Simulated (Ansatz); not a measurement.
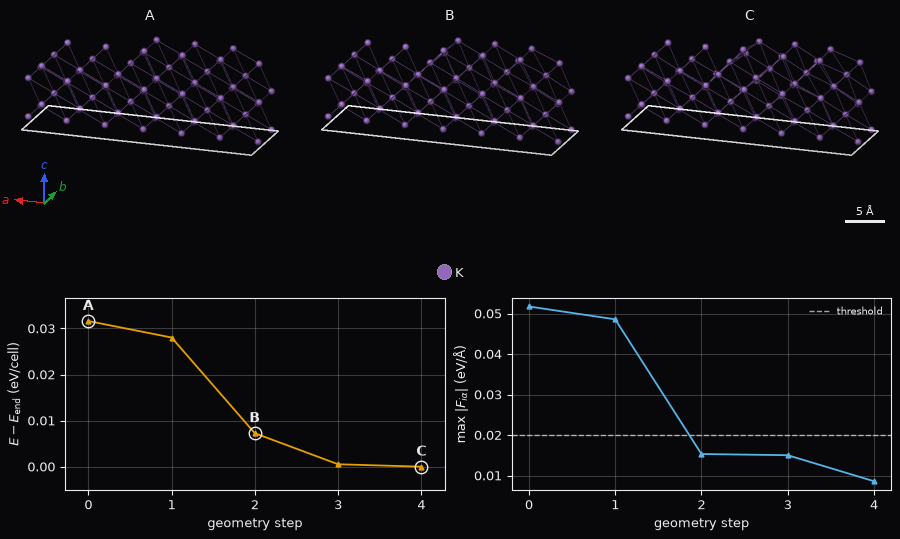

Frames of a constrained relaxation of a slab of composition K (cut from the Im-3m phase), marked on the history of the run. Style: ball-and-stick. Shown: the 1 × 2 repeat of the cell, outlined in the plane, without the vacuum (origin shifted), from a free direction.

Case: stripe of 3 of 6 rows, two steps. 12 atoms are held fixed.

These are results of DFT PBE, scalar-relativistic, plane waves, PAW (Ansatz), not measurements. (plane-wave cutoff 420 eV; k-point mesh 1 × 6 × 1; occupations gaussian; smearing width 0.1 eV; no spin polarisation; dipole correction; atoms relaxed in a fixed cell; force threshold 0.02 eV/Å; at most 45 steps)

### Describe the path.

The energy falls by 31.6 meV per cell of the calculation in 4 geometry steps. The largest force component goes from 0.052 to 0.0086 eV/Å. The largest moves, 0.40 Å, are those of K atoms. The cell doesn't change. Among the contacts that change: K–K 4.574 → 4.445 Å, K–K 4.574 → 4.701 Å, K–K 4.574 → 4.657 Å, K–K 4.574 → 4.494 Å. Bond angles that change, for instance: K–K–K 180.0° → 169.1°, K–K–K 109.5° → 102.8°, K–K–K 70.5° → 65.4°. From step 0 to 2: K atoms move most (0.22 Å), energy −24.4 meV per cell of the calculation. From step 2 to 4: K atoms move most (0.18 Å), energy −7.3 meV per cell of the calculation.

```
step  E − E(0), meV/atom  largest force component, eV/Å
   0                0.00                         0.0517
   1               -0.13                         0.0486
   2               -0.90                         0.0153
   3               -1.15                         0.0150
   4               -1.17                         0.0086
```
